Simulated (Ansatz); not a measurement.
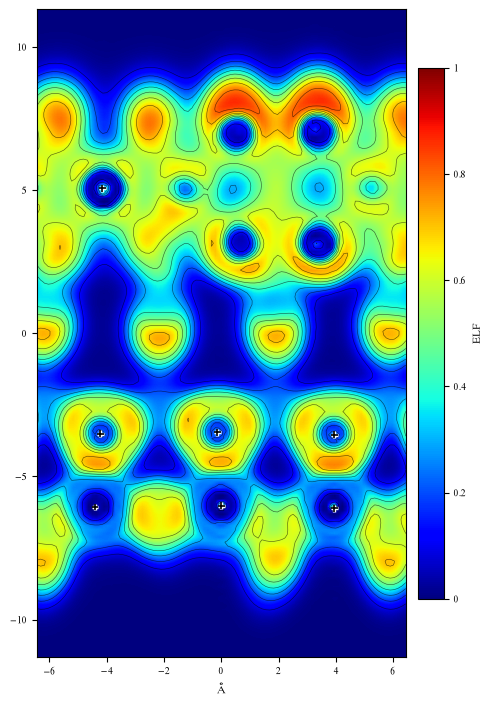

The ELF on a plane through atoms (crosses mark nuclei in the plane).

All numbers below come from DFT PBE, scalar-relativistic, plane waves, PAW (Ansatz 0.2.0).

Candidates:
A. Al (slab), a = 4.06 Å, b = 10.75 Å, c = 28.93 Å, α = 90.00°, β = 90.00°, γ = 100.89°. Not relaxed (largest force 0.4 eV/Å); computed without spin polarisation.
B. Al$_{5}$Ga$_{3}$As$_{3}$ (interface cell), a = 4.06 Å, b = 10.75 Å, c = 28.93 Å, α = 90.00°, β = 90.00°, γ = 100.89°. Computed without spin polarisation.
C. GaAs (slab), a = 4.06 Å, b = 10.75 Å, c = 28.93 Å, α = 90.00°, β = 90.00°, γ = 100.89°. Not relaxed (largest force 1.1 eV/Å).

> Which candidate gave the map?

Candidate B: Al$_{5}$Ga$_{3}$As$_{3}$ on the (110) plane of the calculation cell, a cut from vacuum to vacuum, which holds Ga, As and Al.
